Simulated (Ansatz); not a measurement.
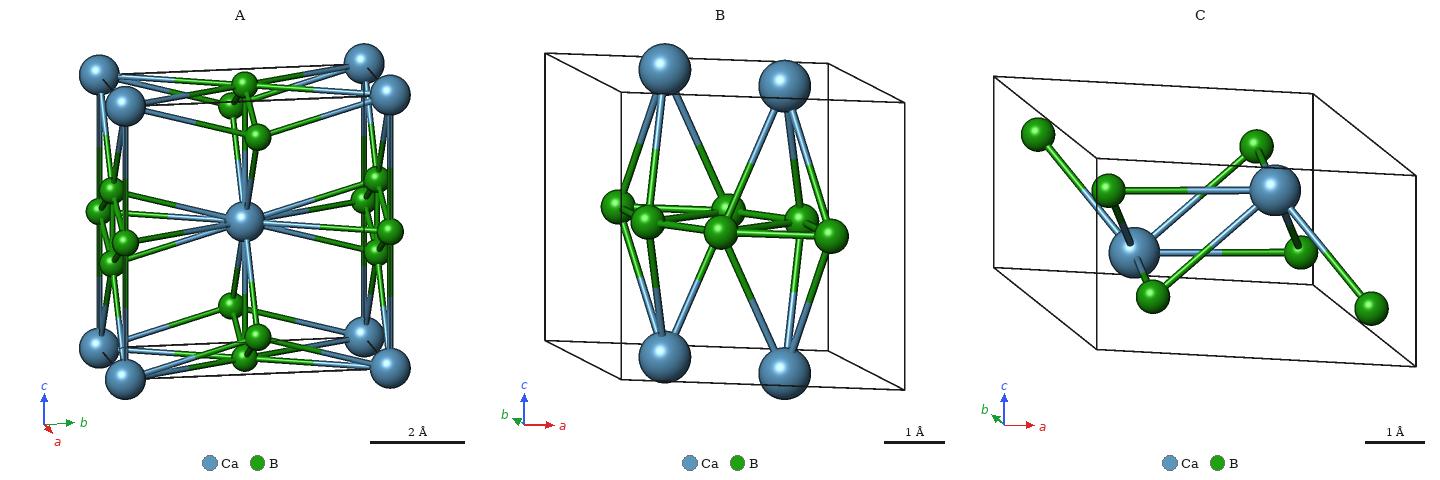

Three structures of CaB₃, each relaxed to rest (conventional cells in solid outline, small ones repeated, each panel with its own scale). Method: DFT PBE, scalar-relativistic, plane waves, PAW (Ansatz 0.2.0), without spin polarisation.

### Name the structure in each panel.

A: 8 atoms a cell on a body-centred orthorhombic lattice, Immm; B: 8 atoms a cell on a primitive hexagonal lattice, P6/mmm; C: 8 atoms a cell on a primitive hexagonal lattice, P6_3/mmc.

### Which of these is lowest in energy, and how far above it do the others lie?

A, then C (+53 meV/atom) and B (+381 meV/atom), energies at zero smearing.

### Collect the results in a table.

| panel | structure | E − E(lowest) (meV/atom) | volume (Å³/atom) | gap (eV) |
| --- | --- | --- | --- | --- |
| A | Immm | 0 | 13.2 | metal |
| C | P6_3/mmc | 53 | 11.3 | metal |
| B | P6/mmm | 381 | 12.6 | metal |

Some of these may be structure types tried for this composition rather than known phases, and the most stable form need not be among them. Gaps are taken on the k-mesh or band path of each run.
